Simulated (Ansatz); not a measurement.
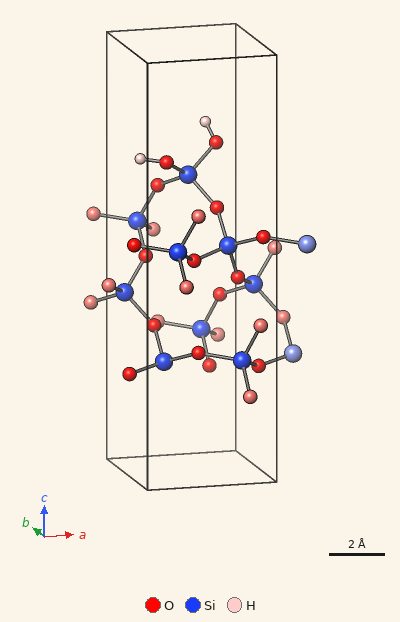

The input geometry (ball-and-stick view of the cell of the calculation, with the vacuum cut short, seen slightly off an axis; neighbours outside the cell are drawn fainter).

**Run report: Si6H2O13, single-point calculation**

The run: single-point calculation of Si6H2O13 (slab, 21 atoms in the cell). Method and program: DFT PBE+D3(BJ), scalar-relativistic, plane waves, PAW, no spin polarisation (Ansatz 0.2.0).

The structure derives from an entry of the Crystallography Open Database. It belongs to a series of runs on one base structure; here: the whole at its places in the relaxed adsorbed structure. Figures and captions count atoms from 1; the log counts them from 0 in places.

## Input
```yaml
crystal:
  lattice:
    - [4.9152816296, 0.0, 0.0]
    - [0.0, 5.4220874143, 0.0]
    - [0.0, 0.0, 26.663651909]
  atoms:
    - { symbol: O, position: [0.7268435887, 0.779771652, 0.3000339198] }
    - { symbol: O, position: [0.931090104, 0.220228348, 0.321772081] }
    - { symbol: Si, position: [0.2330595199, 0.3333333333, 0.3307075852] }
    - { symbol: Si, position: [0.7330595199, 0.0, 0.3415255388] }
    - { symbol: O, position: [0.431090104, 0.1131049854, 0.350461043] }
    - { symbol: O, position: [0.2268435887, 0.5535616813, 0.3721992042] }
    - { symbol: O, position: [0.8420663073, 0.8868950146, 0.3942016519] }
    - { symbol: Si, position: [0.0338809602, 0.6666666667, 0.415939813] }
    - { symbol: O, position: [0.8420663073, 0.4464383187, 0.4376779742] }
    - { symbol: O, position: [0.2295645706, 0.7688010766, 0.4603520589] }
    - { symbol: O, position: [0.4289664114, 0.2142748663, 0.4758157137] }
    - { symbol: Si, position: [0.7278702542, 0.3240417798, 0.4889447176] }
    - { symbol: Si, position: [0.2366637253, -0.0001172292, 0.4993887089] }
    - { symbol: O, position: [0.9315799469, 0.1062472069, 0.5082039064] }
    - { symbol: O, position: [0.704636336, 0.5256189347, 0.5337068214] }
    - { symbol: O, position: [0.3663514463, 0.9085240655, 0.5522401814] }
    - { symbol: Si, position: [0.5271388074, 0.6715339472, 0.5756466262] }
    - { symbol: O, position: [0.3043284597, 0.4939132841, 0.6032139265] }
    - { symbol: O, position: [0.7712434847, 0.7588382377, 0.6144219695] }
    - { symbol: H, position: [1.1241845971, 0.56871924, 0.6071549424] }
    - { symbol: H, position: [0.7285917239, 0.8863986586, 0.6385143672] }
basis:
  ecutwfc: 420
kpoints:
  mp_grid: { grid: [3, 3, 1] }
hamiltonian:
  xc: pbe
  dispersion: d3bj
scf:
  occupations: { method: gaussian, width: 0.05 }
output:
  forces: true
  eigenvalues: true
  write_density: true
  volumetric_format: npy
efield:
  axis: 3
  dipole_correction: true
  ramp_width: 0.04
```

Command:
```bash
ansatz run input.yaml --threads 2 --pin off --max-ram 5120MiB --backend cpu --events-out ev --progress --plain --runs-dir out
```

## Output
```
Engine: ansatz 0.2.0, aarch64-unknown-linux-gnu
Pseudopotentials: kind: paw
Pseudopotential: O, paw, valence charge 6, recommended cutoff 420 eV (normal), O.paw.azcp
Pseudopotential: Si, paw, valence charge 4, recommended cutoff 420 eV (normal), Si.paw.azcp
Pseudopotential: H, paw, valence charge 1, recommended cutoff 420 eV (normal), H.paw.azcp
Functional definition: PBE
  parameter kappa = 0.804
  parameter beta = 0.06672455060314922
  exchange = pbe_x(kappa = kappa, mu = beta*pi^2/3)
  correlation = pbe_c(beta = beta)
Crystal: 21 atoms, lattice volume = 710.615 Å³
Basis set: ecut = 420 eV, 13879 PW (Γ), exchange–correlation on 72×80×360 points (8 copies of the dense FFT grid, shifted against one another)
Bands: 73, of which v1, the nominal top of the filled ones, is band 52 counted from 1 (51 counted from 0)
Symmetry: 1 space group operations
Space group: P1 (ITA 1), of the structure as read, at distance tolerance 8.9e-5 Å
k-points: 5 of 9 (time reversal used)
Non-local potential: O, projectors of the file, l = 0: 2, l = 1: 2, l = 2: 1
Non-local potential: Si, projectors of the file, l = 0: 2, l = 1: 2, l = 2: 2
Non-local potential: H, projectors of the file, l = 0: 2, l = 1: 1
PAW form: soft (Blöchl's): semilocal exchange-correlation on the pseudo side does not see the compensation charge
PAW one-centre angular grid: O, 110 points (default); XC on 64 Gauss nodes
PAW one-centre angular grid: Si, 110 points (default); XC on 64 Gauss nodes
PAW one-centre angular grid: H, 110 points (default); XC on 64 Gauss nodes
Initial density: superposition of atomic densities (neutral atoms: chi_scale 0, normalization atom), corrected by the library's trained network
Initial wavefunctions: pseudopotential atomic-orbital guess
Functional: x = pbe(κ = 0.804, μ = 0.2195149727645171), c = pbe(β = 0.06672455060314922)
SCF iter   1: F=—  HF=-11240.446905 eV  |F-HF|=—  |Δ(HF+E_count)|=         —  Δρ=3.99e-3  dr2=7.46e-2  ethr=1.77e-3  p=0.306 e·Å  D=7.79e-2 V/Å  ΔV_dip=-2.08 eV  dr2_dipole=1.93e-3  V_vac-E_F(+/−)=4.71/6.78 eV  ⟨swp⟩=7.2  Hψ=1842  notcnv=0  defer=66
efield: sawtooth ramp at fractional position 0.9493 (placed from the atoms, in the widest stretch of the axis that holds none; the zero of the levels goes with the place), width 0.0400; the density the first Hamiltonian is built on has a dipole p = 0.306 e·Å; the dipole correction subtracts the counter field D = 7.79e-2 V/Å, which shifts the + side's vacuum level by -2.08 eV against the − side's; the planar-averaged density in the ramp window peaks in size at 8.1e-7 e/Å³
preconditioner: auto → Resta (q_TF=auto, 1.981 Å⁻¹)  ε∞=1.8  [insulator: Δε(μ)=0.487 eV  Ē_g=15.412 eV  σ=0.050 eV  W_gap=1.00  n_scr=104 (ndim 8)  ℏωp=14.2 eV  f_vac=0.620  D(μ)=0.00/eV (n_scr^D=0)  ε∞_Penn≈1.8  vacuum switching on, ρ_ref=1.7e-2 e/Å³]
SCF iter   2: F=—  HF=-11240.443497 eV  |F-HF|=—  |Δ(HF+E_count)|=   3.41e-3  Δρ=4.75e-3  dr2=1.85e-1  ethr=7.17e-5  p=0.274 e·Å  D=6.97e-2 V/Å  ΔV_dip=-1.86 eV  dr2_dipole=7.59e-4  V_vac-E_F(+/−)=4.80/6.66 eV  ⟨swp⟩=3.0  Hψ=677  notcnv=0  defer=65
SCF iter   3: F=—  HF=-11240.477809 eV  |F-HF|=—  |Δ(HF+E_count)|=   3.43e-2  Δρ=6.40e-3  dr2=4.45e-1  ethr=7.17e-5  p=0.260 e·Å  D=6.63e-2 V/Å  ΔV_dip=-1.77 eV  dr2_dipole=9.40e-4  V_vac-E_F(+/−)=5.00/6.77 eV  ⟨swp⟩=3.0  Hψ=582  notcnv=0  defer=65  recentre
SCF iter   4: F=—  HF=-11240.434375 eV  |F-HF|=—  |Δ(HF+E_count)|=   4.34e-2  Δρ=1.38e-3  dr2=1.24e-2  ethr=7.17e-5  p=0.272 e·Å  D=6.93e-2 V/Å  ΔV_dip=-1.85 eV  dr2_dipole=3.88e-5  V_vac-E_F(+/−)=4.85/6.70 eV  ⟨swp⟩=2.0  Hψ=641  notcnv=0  defer=68
SCF iter   5: F=—  HF=-11240.433949 eV  |F-HF|=—  |Δ(HF+E_count)|=   4.27e-4  Δρ=7.17e-4  dr2=4.65e-3  ethr=1.19e-5  p=0.264 e·Å  D=6.73e-2 V/Å  ΔV_dip=-1.80 eV  dr2_dipole=5.76e-6  V_vac-E_F(+/−)=4.86/6.65 eV  ⟨swp⟩=2.2  Hψ=533  notcnv=0  defer=68
SCF iter   6: F=—  HF=-11240.433871 eV  |F-HF|=—  |Δ(HF+E_count)|=   7.71e-5  Δρ=2.12e-4  dr2=2.99e-4  ethr=4.47e-6  p=0.265 e·Å  D=6.74e-2 V/Å  ΔV_dip=-1.80 eV  dr2_dipole=7.28e-7  V_vac-E_F(+/−)=4.86/6.65 eV  ⟨swp⟩=1.0  Hψ=296  notcnv=0  defer=68
SCF iter   7: F=—  HF=-11240.433939 eV  |F-HF|=—  |Δ(HF+E_count)|=   6.77e-5  Δρ=4.16e-5  dr2=1.09e-5  ethr=2.88e-7  p=0.265 e·Å  D=6.74e-2 V/Å  ΔV_dip=-1.80 eV  dr2_dipole=4.00e-9  V_vac-E_F(+/−)=4.85/6.65 eV  ⟨swp⟩=2.0  Hψ=359  notcnv=0  defer=68
SCF iter   8: F=—  HF=-11240.433930 eV  |F-HF|=—  |Δ(HF+E_count)|=   9.16e-6  Δρ=1.71e-5  dr2=2.00e-6  ethr=1.04e-8  p=0.265 e·Å  D=6.74e-2 V/Å  ΔV_dip=-1.80 eV  dr2_dipole=5.95e-9  V_vac-E_F(+/−)=4.85/6.65 eV  ⟨swp⟩=2.0  Hψ=564  notcnv=0  defer=69
SCF iter   9: F=—  HF=-11240.433931 eV  |F-HF|=—  |Δ(HF+E_count)|=   5.57e-7  Δρ=4.51e-6  dr2=1.01e-7  ethr=1.92e-9  p=0.264 e·Å  D=6.74e-2 V/Å  ΔV_dip=-1.80 eV  dr2_dipole=4.50e-10  V_vac-E_F(+/−)=4.85/6.65 eV  ⟨swp⟩=2.0  Hψ=468  notcnv=0  defer=69
SCF iter  10: F=-11240.433931 eV  HF=-11240.433931 eV  |F-HF|=2.07e-9  |Δ(HF+E_count)|=   1.21e-7  Δρ=2.29e-6  dr2=4.28e-8  ethr=9.62e-11  p=0.265 e·Å  D=6.74e-2 V/Å  ΔV_dip=-1.80 eV  dr2_dipole=7.29e-11  V_vac-E_F(+/−)=4.85/6.65 eV  ⟨swp⟩=21.8  Hψ=2709  notcnv=0
SCF 1 converged in 10 iterations: F = -11240.433931 eV  dr2 = 4.28e-8
  greatest PAW one-centre occupation: 0.870 electrons in one spin orbital (limit 2), on the O atom at site 0 (counted from 0), in its partial waves of l = 0
```

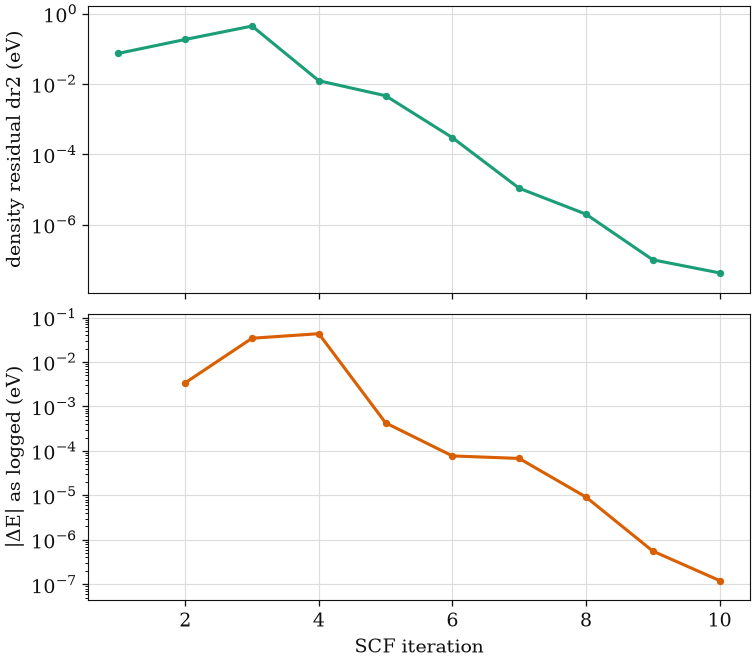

Convergence of the self-consistent field: density residual dr2 and size of the energy change against the SCF iteration. The residual falls unevenly and jumps up by a factor of two or more 2 times on the way down.

```
SCF converged after 10 iterations
Free energy (F): -11240.433931 eV
Harris-Foulkes:  -11240.433931 eV  (|F-HF|=2.07e-9)
Internal energy: -11240.433930 eV  (E = F + TS)
E sigma→0 (E₀):  -11240.433931 eV
Entropy (-TS):   -0.000000 eV (-0.000 meV/atom)
Fermi energy:    -2.199567 eV
Dipole field:    D = 0.067350 V/Å  (p = 0.264493 e·Å, saw-weighted, corrected)
Work function:   Φ+ = 4.8539 eV   Φ− = 6.6497 eV
Levels:          The Fermi level and band energies are counted from a zero that moves with the ramp; work functions are not
--- Per-component energies (eV) ---
  E_band       = -1134.618271
  E_kinetic    = 2601.761280
  E_local      = -76132.912499  (includes V_loc(G=0)·N_el)
  E_nonlocal   = 771.961647
  E_hartree    = 36824.022899
  E_xc         = -1311.901715
  E_vxc        = -1532.462494  (∫ρ·V_xc dr)
  E_paw        = -5143.899038  (= ΣΔE_a)
  E_vpaw       = -493.586172  (= ΣTr[D̂ρ^β])
  E_aug_tail   = 0.030837  (compensation charges beyond the density's cutoff)
  E_efield     = 0.008907  (sawtooth field / dipole correction)
  E_vefield    = 2.539898  (∫n·V_field dr)
  E_ewald      = 31152.644365
  E_disp       = -2.150614  (pairwise vdW)
  E_smearing   = -0.000000  (= −TS)
  E_closure    = -0.000000  (closes the sum)
  Σ components = -11240.433931   (vs F -11240.433931, Δ=0.00e0)
--- Forces (eV/Å), atoms counted from 1 ---
  atom   1  O     -0.24545513     0.46027316     0.56362997
  atom   2  O      1.48332277     1.54728311    -0.48604771
  atom   3  Si    -1.00055234    -0.17164544     2.35635721
  atom   4  Si     0.44198670    -3.64356143    -2.25434220
  atom   5  O     -0.94640883     1.53586856    -0.43444114
  atom   6  O      0.54019696    -0.46414114    -0.93411285
  atom   7  O      0.41577298     0.22819609     1.21259524
  atom   8  Si    -0.77196487     0.40034014     0.02549691
  atom   9  O      0.08192594     0.11797524    -0.04509025
  atom  10  O     -0.00185467    -0.00074238     0.00423046
  atom  11  O      0.00045779     0.00172291     0.00236751
  atom  12  Si     0.00105469    -0.00549476     0.00492079
  atom  13  Si    -0.00847301    -0.00526761    -0.00246973
  atom  14  O     -0.00141804     0.00107751    -0.00459260
  atom  15  O     -0.00593954    -0.00113771    -0.00410410
  atom  16  O      0.00084773     0.00020925    -0.00407924
  atom  17  Si     0.01927981     0.00757385     0.00969544
  atom  18  O     -0.00271209    -0.00738190    -0.00186293
  atom  19  O      0.00387369     0.00011440     0.00253378
  atom  20  H     -0.00358218     0.00293536    -0.00499367
  atom  21  H     -0.00032516    -0.00414730    -0.00574239
  max |Σ_I F_I| component: 5.15e-5 eV/Å
--- Band table (eV; the first three rows and the last of 5) ---
  k-point 0: bands = ["-23.6641", "-23.3931", "-22.9049", "-22.5216", "-22.2349", "-22.0204", "-21.9462", "-21.9199", "-21.6975", "-21.6585", "-21.6179", "-21.5684", "-18.1987", "-12.6358", "-12.5915", "-12.2581", "-11.8794", "-10.1738", "-10.0195", "-9.8402", "-9.8067", "-9.7109", "-9.6427", "-9.5490", "-9.1648", "-7.7011", "-7.4358", "-7.3108", "-7.2263", "-7.1216", "-6.9759", "-6.7027", "-6.6955", "-6.4275", "-6.3127", "-6.2314", "-6.0610", "-5.9193", "-5.7264", "-5.7077", "-5.6431", "-5.5214", "-5.4648", "-5.3724", "-5.1921", "-4.9427", "-4.7610", "-4.6122", "-4.5179", "-3.9454", "-2.6003", "-2.3963", "-2.0405", "1.2202", "2.3253", "3.0073", "3.6082", "3.7838", "4.1031", "4.2968", "4.6291", "4.7757", "4.9042", "5.0000", "5.0756", "5.2020", "5.5015", "5.6775", "5.7002", "6.0863", "6.3682", "6.5108", "6.6858"]
  k-point 1: bands = ["-23.4813", "-23.3166", "-23.0074", "-22.9110", "-22.2388", "-21.9883", "-21.9181", "-21.7652", "-21.6859", "-21.6511", "-21.6222", "-21.5554", "-18.2103", "-13.2270", "-12.6957", "-11.6551", "-11.2451", "-10.4708", "-10.1910", "-10.0536", "-9.8454", "-9.7352", "-9.5768", "-9.3073", "-9.1799", "-7.8428", "-7.5227", "-7.3519", "-7.1614", "-6.9955", "-6.9266", "-6.6791", "-6.5697", "-6.4195", "-6.3404", "-6.2530", "-6.0908", "-6.0063", "-5.8303", "-5.6805", "-5.6069", "-5.5472", "-5.4890", "-5.2616", "-5.1770", "-5.0212", "-4.7801", "-4.6404", "-4.4490", "-4.0661", "-2.5775", "-2.3749", "-1.9452", "1.8827", "2.9044", "3.4379", "3.5940", "3.8435", "4.1810", "4.3166", "4.4033", "4.8049", "4.8800", "4.9609", "5.1085", "5.2336", "5.3154", "5.4905", "5.6679", "5.7716", "5.9824", "6.0478", "6.2794"]
  k-point 2: bands = ["-23.4423", "-23.1948", "-22.9031", "-22.6146", "-22.4753", "-22.2179", "-22.0580", "-21.8570", "-21.6902", "-21.6613", "-21.6310", "-21.5441", "-18.1824", "-12.7383", "-12.4931", "-11.9279", "-11.4416", "-10.7889", "-10.2294", "-9.8198", "-9.7164", "-9.6762", "-9.6345", "-9.3099", "-9.0000", "-7.5965", "-7.5043", "-7.2957", "-7.2383", "-7.0862", "-6.9549", "-6.8065", "-6.7718", "-6.5644", "-6.4304", "-6.3609", "-6.2312", "-6.0546", "-5.9198", "-5.7824", "-5.6395", "-5.5598", "-5.4593", "-5.2070", "-5.0440", "-4.8765", "-4.6793", "-4.5865", "-4.4682", "-3.9408", "-2.7533", "-2.3809", "-1.8692", "2.0409", "3.0826", "3.5752", "3.7276", "4.0478", "4.1852", "4.5187", "4.7467", "4.8046", "4.9037", "5.0998", "5.2449", "5.4356", "5.4980", "5.6391", "5.7968", "5.8719", "6.1108", "6.3080", "6.4420"]
  k-point 4: bands = ["-23.3095", "-23.0832", "-23.0464", "-22.7826", "-22.4456", "-22.2224", "-22.0316", "-21.8639", "-21.7061", "-21.6668", "-21.6086", "-21.5432", "-18.1945", "-12.8474", "-12.5220", "-11.5001", "-11.2568", "-10.9152", "-10.6345", "-9.8906", "-9.7359", "-9.6309", "-9.3512", "-9.3147", "-9.2043", "-7.7448", "-7.6481", "-7.3377", "-7.2474", "-7.0189", "-6.9440", "-6.7792", "-6.6596", "-6.4544", "-6.3956", "-6.2795", "-6.0797", "-5.9963", "-5.8214", "-5.6885", "-5.5600", "-5.4910", "-5.3762", "-5.3025", "-5.2145", "-4.9811", "-4.8430", "-4.7155", "-4.4190", "-3.9898", "-2.6630", "-2.3726", "-1.9538", "2.5729", "3.5128", "3.8901", "4.1118", "4.1547", "4.3529", "4.5670", "4.8008", "4.9502", "4.9791", "5.1523", "5.2953", "5.4158", "5.5747", "5.6620", "5.7286", "5.8338", "5.9867", "6.1496", "6.2677"]
```

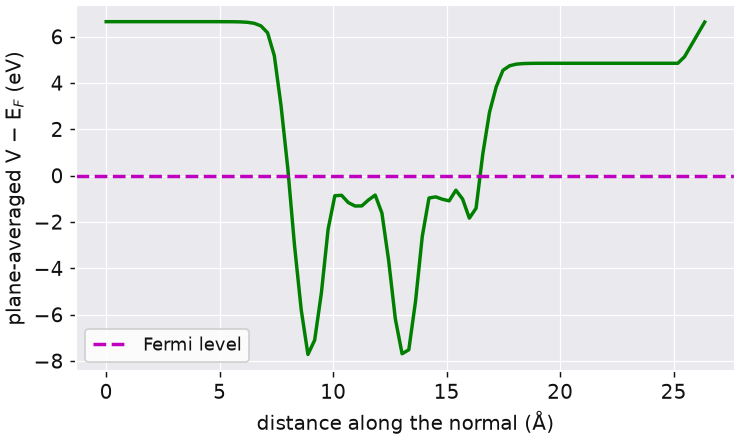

Plane average of the electrostatic potential energy of an electron across the cell, from the Fermi level. The vacuum level lies 4.85 eV above the Fermi level on the upper side and 6.65 eV on the lower.

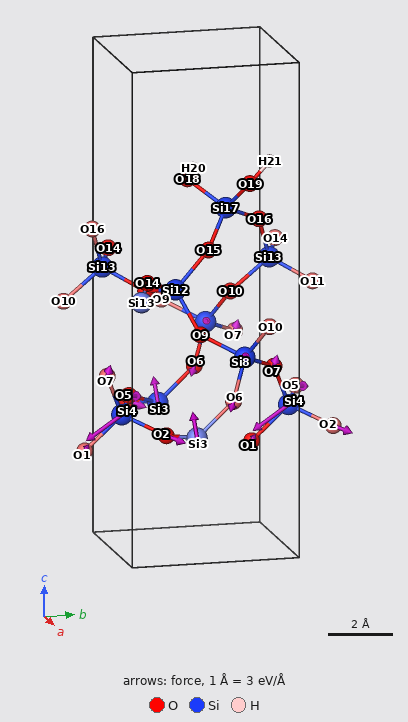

Forces on the atoms as pink arrows (ball-and-stick view of the cell of the calculation, with the vacuum cut short, seen slightly off an axis; neighbours outside the cell are drawn fainter; atoms are numbered from 1 in the order of the input); the smallest are left out. The largest act on Si4 (4.31 eV/Å); Si3 (2.57 eV/Å); O2 (2.20 eV/Å); O5 (1.86 eV/Å), among others. The geometry is not a stationary point of this energy.

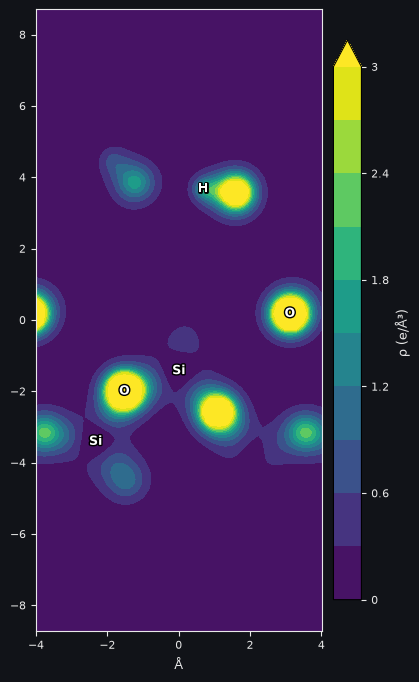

Valence charge density (pseudo) on the (110) plane of the calculation cell, a cut from vacuum to vacuum. The section cuts through Si, O and H sites. Si–O (1.62 Å): ρ is about 1.2 e/Å³ halfway. The density dies away to nearly zero in the vacuum. The fields are those of the smooth PAW valence density.

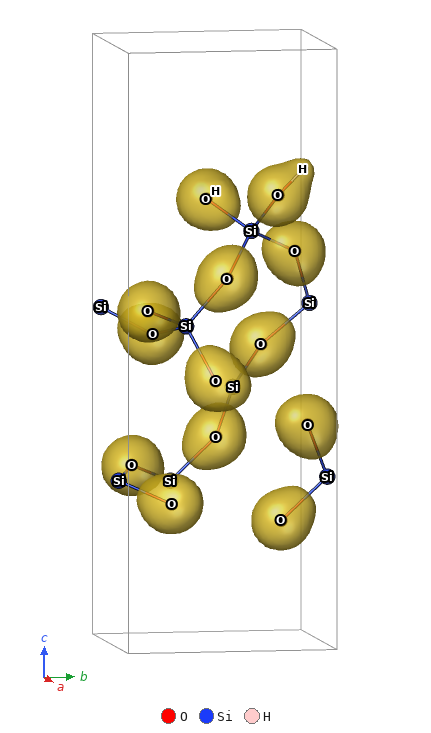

Isosurface of the valence charge density (pseudo) at 0.8 e/Å³ (yellow), seen slightly off an axis. Sticks mark near contacts. At this value the density breaks into separate islands; it holds about 65 % of the electrons treated as valence. On the grid the lowest density along these lines, outside the cores, is 2.1 e/Å³ (O–H, 0.97 Å) and 1 e/Å³ (Si–O, 1.62 Å).

## Summary

- outcome: converged
- electrons treated: 104
- free energy: −11240.4339 eV
- work function, top face: 4.85 eV
- work function, bottom face: 6.65 eV
- Fermi energy: −2.200 eV
- gap on the k-point mesh: 0.33 eV
- work function (upper face): 4.85 eV
- largest force (length of the vector): 4.307 eV/Å
- hardware: 2 threads of Arm Neoverse V2, 24 GiB of memory available, shared host
- wall time: 17 s (CPU time 34 s)
- peak memory: 0.94 GiB
